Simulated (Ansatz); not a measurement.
**Bi₂Se₃ (slab): density, localisation and related maps**

Input file:

```
crystal:
  lattice:
    - [4.1436100065, 0.0, 0.0]
    - [0.0, 9.7896844454, 0.0]
    - [0.0, 0.0, 24.8909696164]
  atoms:
    - { symbol: Se, position: [0.5, 0.316284739, 0.3013140957] }
    - { symbol: Bi, position: [0.0, 0.1306841506, 0.3324763523] }
    - { symbol: Se, position: [0.5, 0.9104242683, 0.3602032913] }
    - { symbol: Bi, position: [0.0, 0.6901643861, 0.3879302304] }
    - { symbol: Se, position: [0.5, 0.5045637977, 0.419092487] }
    - { symbol: Se, position: [0.0, 0.2267090073, 0.4411108043] }
    - { symbol: Bi, position: [0.5, 0.0411084189, 0.4722730609] }
    - { symbol: Se, position: [0.0, 0.8208485367, 0.5] }
    - { symbol: Bi, position: [0.5, 0.6005886544, 0.5277269391] }
    - { symbol: Se, position: [0.0, 0.414988066, 0.5588891957] }
    - { symbol: Se, position: [0.5, 0.1371332757, 0.580907513] }
    - { symbol: Bi, position: [0.0, 0.9515326873, 0.6120697696] }
    - { symbol: Se, position: [0.5, 0.731272805, 0.6397967087] }
    - { symbol: Bi, position: [0.0, 0.5110129228, 0.6675236477] }
    - { symbol: Se, position: [0.5, 0.3254123344, 0.6986859043] }
basis:
  ecutwfc: 420
kpoints:
  mp_grid: { grid: [8, 4, 1] }
hamiltonian:
  xc: pbe
  dispersion: d3bj
scf:
  occupations: { method: gaussian, width: 0.05 }
output:
  forces: true
  eigenvalues: true
  write_density: true
  write_potential: true
  elf: true
  volumetric_format: npy
efield:
  axis: 3
  dipole_correction: true
  ramp_width: 0.04
```

Launched as:

```sh
ansatz run input.yaml --threads 8 --pin off --max-ram 15360MiB --backend cpu --events-out ev --progress --plain --runs-dir out
```

Built by placing these elements on a known structure type; not relaxed (largest force 1.2 eV/Å).

Level of theory: DFT PBE+D3(BJ), scalar-relativistic, plane waves, PAW (Ansatz).

The density is the valence pseudo-density of a PAW calculation; it isn't the true density close to the nuclei.

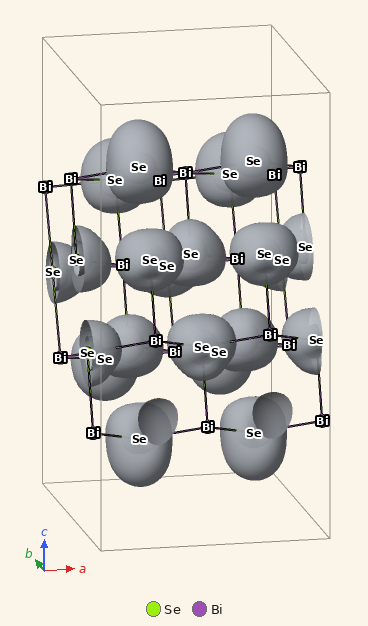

Figure 1. Isosurface of the ELF at 0.7 (grey), seen slightly off an axis. Only the valence region is drawn (cores and ρ < 0.01 e/Å³ removed). Sticks mark near contacts.

Q: Identify the bonds, lone pairs and shells in this picture.

A: The ELF exceeds this value in nine regions wrapped around Se (the valence shell of each), counted in one cell of 15 atoms. Counts are for one cell; the picture repeats the cell along the surface. Along the contacts the grid gives the following. Bi–Se (2.86 Å): the ELF is about 0.50 at the midpoint and 0.35 at its lowest between the atoms. Bi–Se (3.07 Å): the ELF is about 0.30 at the midpoint.

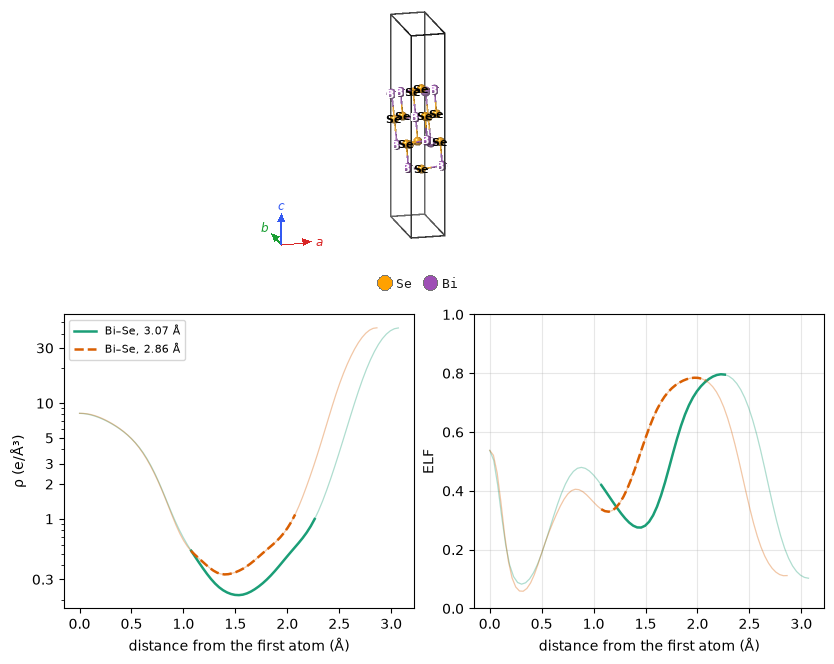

Figure 2. Valence electron density and ELF along straight lines between neighbouring atoms. Thin, pale parts lie inside the atomic spheres. The structure is drawn too.

Q: What can be read from the curves?

A: Bi–Se (3.07 Å): ρ is about 0.22 e/Å³ halfway; the ELF is about 0.30 at the midpoint.
Bi–Se (2.86 Å): ρ at the midpoint is about 0.33 e/Å³; the ELF is about 0.50 at the midpoint and 0.35 at its lowest between the atoms.

Q: Does the calculation give a band gap?

A: It is gapless in this calculation (a metal or semimetal).
